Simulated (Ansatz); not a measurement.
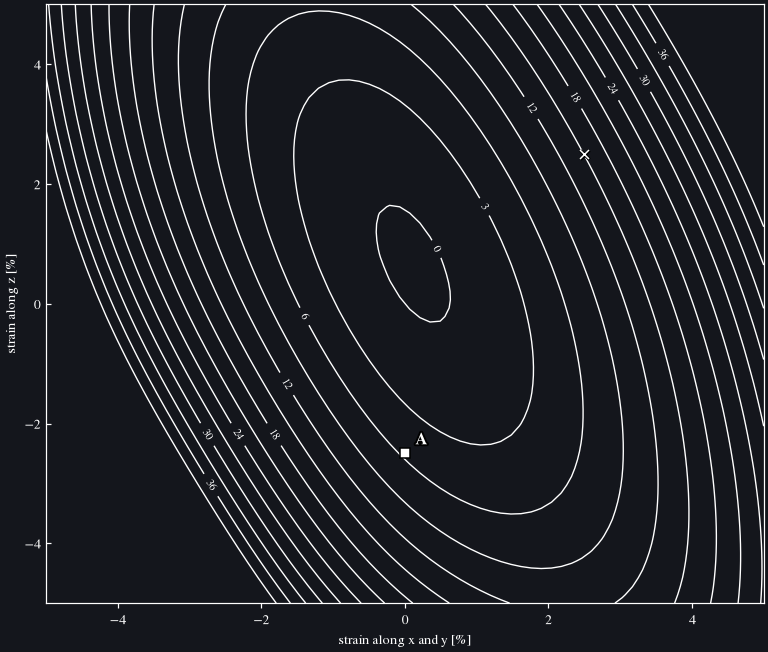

CdI₂ (P-3m1, No. 164; 3 atoms in the cell). The cell is strained homogeneously, by one strain along x and y and another along z, with fractional coordinates fixed (x along [1 0 0], z along [0 0 1] of the conventional cell). The first coordinate is: strain along x and y; the second: strain along z. The scan uses a 5 × 5 grid. At 1 point there is no value. Points are written as (first, second). All energies are given in meV/atom relative to the lowest grid point. The reference cell is the one listed in the database, not relaxed at this level. Computed with DFT PBE+D3(BJ), scalar-relativistic, plane waves, PAW in Ansatz 0.2.0. Settings: cutoff 420 eV, k-mesh 9×9×4 in the order of the run's cell vectors, gaussian smearing 0.05 eV, no spin polarisation.

Drawn: contour lines labelled in meV/atom (none above 39), crosses at grid points without a value, the point A. Between grid points the surface is interpolated.

Which way does the force act at A, and how strong is it?

A, at (0.0 %, −2.5 %), is not a stationary point. The computed force is 4.1 meV/atom for each 1 % towards larger values of strain along x and y and 3.7 meV/atom for each 1 % towards larger values of strain along z.
